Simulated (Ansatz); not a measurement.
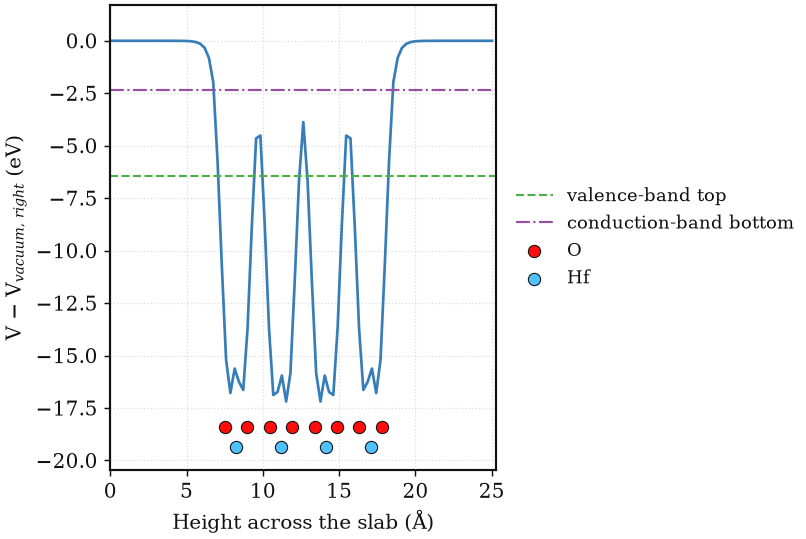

Plane-averaged electrostatic potential energy of an electron across the slab; circles at the bottom mark the heights of the atoms.

System: a (111) slab cut from HfO2 (Fm-3m), unrelaxed, ended by O planes, 12 atoms in the cell.

Ansatz 0.2.0; DFT PBE, scalar-relativistic, plane waves, PAW, no spin polarisation, 9×9×1 k mesh, 420 eV cutoff, Gaussian smearing of 0.05 eV.

**What are the ionisation potential and the electron affinity of the slab?**

From the vacuum level at the right face the ionisation potential is 6.43 eV and the electron affinity 2.36 eV; the left face gives the same. The slab's gap, their difference before rounding, is 4.07 eV. The two vacuum levels agree, so the slab has no net dipole along its normal.

**How thick are slab and vacuum?**

The outermost atoms are 10.3 Å apart, which leaves 15.0 Å of vacuum in a cell 25.3 Å high.

The atoms aren't at rest in this cell (largest force 0.9 eV/Å), so the relaxed material can differ. Spin-orbit coupling is left out, which matters for Hf.
